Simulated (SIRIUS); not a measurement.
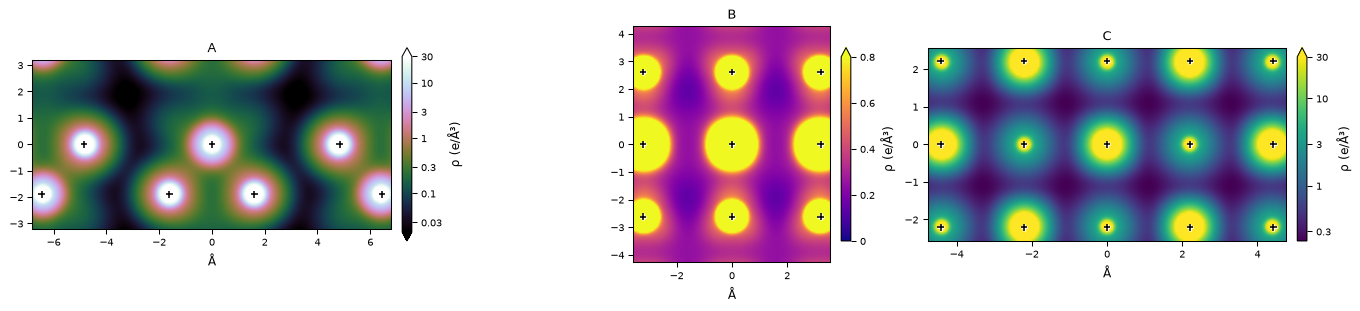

The total electron density of 3 systems, each on a plane through atoms (crosses mark nuclei in the plane).

These are results of SIRIUS 7.12.0, Kohn-Sham DFT of a periodic cell, PBEsol, all-electron FP-LAPW, not measurements.

System 1: Si₂W, the (010) plane of the conventional cell. Space group I4/mmm.

```yaml
crystal:
  lattice:
    - [3.21380, 0.00000, 0.00000]
    - [0.00000, 3.21380, 0.00000]
    - [0.00000, 0.00000, 7.82990]
  atoms:
    - { symbol: W, position: [0.00000, 0.00000, 0.00000] }
    - { symbol: W, position: [0.50000, 0.50000, 0.50000] }
    - { symbol: Si, position: [0.00000, 0.00000, 0.66530] }
    - { symbol: Si, position: [0.50000, 0.50000, 0.16530] }
    - { symbol: Si, position: [0.00000, 0.00000, 0.33470] }
    - { symbol: Si, position: [0.50000, 0.50000, 0.83470] }
```

System 2: MoSe₂, the (110) plane of the conventional cell. Space group P6₃/mmc; not relaxed (largest force 0.8 eV/Å).

```
CELL_PARAMETERS angstrom
3.28800 0.00000 0.00000
-1.64400 2.84749 0.00000
0.00000 0.00000 12.90000
ATOMIC_POSITIONS crystal
Mo 0.66667 0.33333 0.75000
Mo 0.33333 0.66667 0.25000
Se 0.66667 0.33333 0.37500
Se 0.33333 0.66667 0.87500
Se 0.66667 0.33333 0.12500
Se 0.33333 0.66667 0.62500
```

System 3: TaN, the (100) plane of the conventional cell. Space group Fm-3m; a structure from a database of computed crystals, not necessarily the ambient phase.

Which map belongs to which system?

Panel A is system 2, MoSe₂: the plane holds Mo and Se. Mo–Se (2.49 Å): the density is about 0.56 e/Å³ at the midpoint. Panel B is system 1, Si₂W: the plane holds W and Si. Si–W (2.62 Å): ρ at the midpoint is about 0.42 e/Å³. Panel C is system 3, TaN: the plane holds Ta and N. Ta–N (2.21 Å): ρ at the midpoint is about 0.55 e/Å³.
